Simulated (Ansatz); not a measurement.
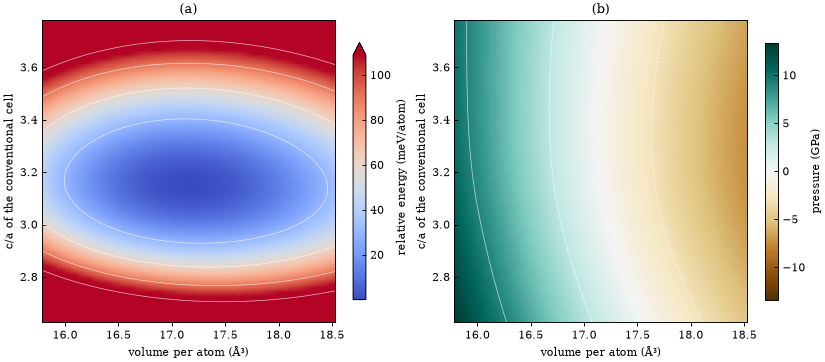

Ti3Al (P-6m2, No. 187; 4 atoms in the cell). The energy is mapped over volume and the cell's shape. First axis: volume per atom. Second axis: c/a of the conventional cell. Nothing is relaxed (fractional coordinates fixed). Grid: 7 × 7 points. Points are written as (first, second). Energies are in meV/atom, from the lowest grid point. Method: Ansatz, DFT PBE, scalar-relativistic, plane waves, PAW. Settings: cutoff 520 eV, k-mesh 18×18×6 in the order of the run's cell vectors, gaussian smearing 0.15 eV, no spin polarisation.

Panel (a) is the energy; panel (b) is the computed pressure, in GPa.

Drawn: a smooth colour map with a few white contour lines, one colour for all values above the top of the scale. Between grid points the surface is interpolated.

### How does the pressure vary over the map, and what is it at the lowest grid point?

It runs from −7.4 GPa at (18.53 Å³, 3.348) to 13.4 GPa at (15.78 Å³, 2.627). At the lowest grid point, (17.16 Å³, 3.151), it is 0.0 GPa. The pressure is minus the slope of the energy with volume, so it vanishes at the true minimum, which need not be a grid point.

PAW datasets: the set soft_1.
